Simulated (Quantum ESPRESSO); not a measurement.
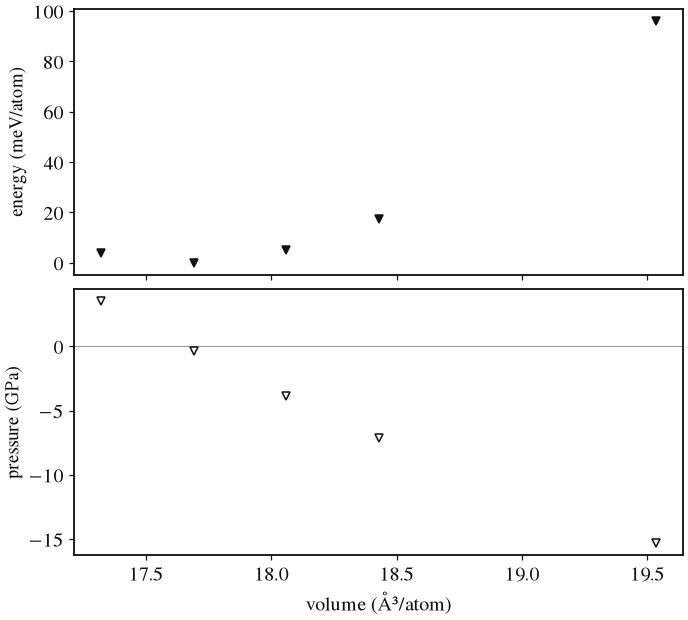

The figure shows the energy and pressure against volume for Nb, space group Im-3m (No. 229).

Cell as given: a = 2.882 Å, b = 2.882 Å, c = 2.882 Å, α = 109.47°, β = 109.47°, γ = 109.47°; 1 atom.

How it was computed, with Quantum ESPRESSO 7.5: plane-wave DFT, no spin polarisation; energies at scaled volumes of the given cell, shape and fractions fixed, counted from the fit's minimum, third-order Birch-Murnaghan fit. Level: PBE with D3(BJ).

k mesh 11×11×11; occupations Fermi–Dirac; smearing width 0.05 eV; potentials PseudoDojo 0.4.1 SR PBE standard; wave cutoff 1116 eV; density cutoff 4463 eV.

The points at volume 18.80 Å³/atom and 19.17 Å³/atom are left out of the plot. What values does the calculation give there?

| volume (Å³/atom) | energy (meV/atom) | pressure (GPa) |
| --- | --- | --- |
| 18.80 | 37.35 | −10.14 |
| 19.17 | 63.72 | −12.84 |
